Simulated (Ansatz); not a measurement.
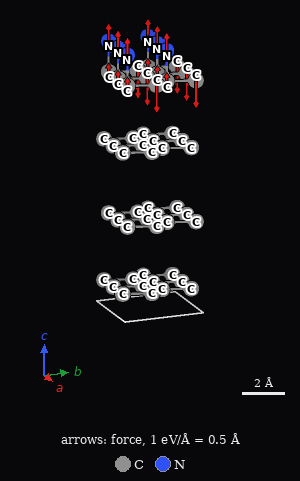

Starting geometry of a slab of composition C8N (cut from the Fmmm phase) with the computed forces as red arrows. The picture is a ball-and-stick view of the 3 × 2 repeat of the cell, outlined in the plane, without the vacuum, seen slightly off an axis.

Case: N put at a top C site. The slab is the (0 0 1) face of C with N on it. 4 atoms are held fixed.

All numbers below come from Ansatz, DFT PBE+D3(BJ), scalar-relativistic, plane waves, PAW.

Input
```yaml
crystal:
  lattice:
    - [2.4655379958, 0.0, 0.0]
    - [-1.2327689979, 2.1341461202, 0.0]
    - [0.0, 0.0, 29.1985170553]
  atoms:
    - { symbol: C, position: [0.0833101793, 0.1666203587, 0.2911106747] }
    - { symbol: C, position: [0.4166898206, 0.8333796413, 0.2911106747] }
    - { symbol: C, position: [0.5833101794, 0.1666203587, 0.4075389574] }
    - { symbol: C, position: [0.9166898206, 0.8333796413, 0.4075389574] }
    - { symbol: C, position: [0.0833101793, 0.1666203587, 0.5239644132] }
    - { symbol: C, position: [0.4166898206, 0.8333796413, 0.5239644132] }
    - { symbol: C, position: [0.5833101794, 0.1666203587, 0.640392696] }
    - { symbol: C, position: [0.9166898206, 0.8333796413, 0.640392696] }
    - { symbol: "N", position: [0.5833101794, 0.1666203587, 0.6910802017] }
basis:
  ecutwfc: 420
kpoints:
  mp_grid: { grid: [12, 12, 1] }
hamiltonian:
  xc: pbe
  dispersion: d3bj
scf:
  occupations: { method: gaussian, width: 0.1 }
output:
  forces: true
  eigenvalues: true
  write_density: true
  write_potential: true
  elf: true
  volumetric_format: npy
relax:
  adjacent_minimum: "off"
  f_tol: 0.03
  max_steps: 70
  constraints: [{ sites: [0, 1, 2, 3] }]
efield:
  axis: 3
  dipole_correction: true
  ramp_width: 0.04
```

Run as
```bash
ansatz run input.yaml --threads 2 --pin off --max-ram 5120MiB --backend cpu --events-out ev --progress --plain --runs-dir out
```

Question: Is this structure relaxed? If not, where do the atoms go?

Answer: It isn't relaxed: the largest force vector, on C8, is 2.82 eV/Å. The final displacements have little in common with the starting forces (cosine between the two patterns 0.23). The largest moves, 0.62 Å, are those of C5 and C6. C6 goes within the plane. By element the largest moves are C 0.62 Å, N 0.29 Å. The cell stays as it was. Some distances before and after: C7–C8 1.423 → 1.460 Å, C7–N9 1.480 → 1.453 Å. Among the angles between lasting bonds that change: C8–C7–N9 90.0° → 102.8°, C8–C7–C8 120.0° → 115.2°. Over 9 accepted moves (11 points after the start) the energy falls by 0.508 eV per cell of the calculation. The largest force component goes from 2.8 to 0.016 eV/Å. 2 steps only repeated the SCF at the same geometry.

Limits of the set-up: the cell has an odd number of electrons but was run without spin polarisation; the periodic images lie only 2.5 Å apart, so the values are limited by the cell's size.
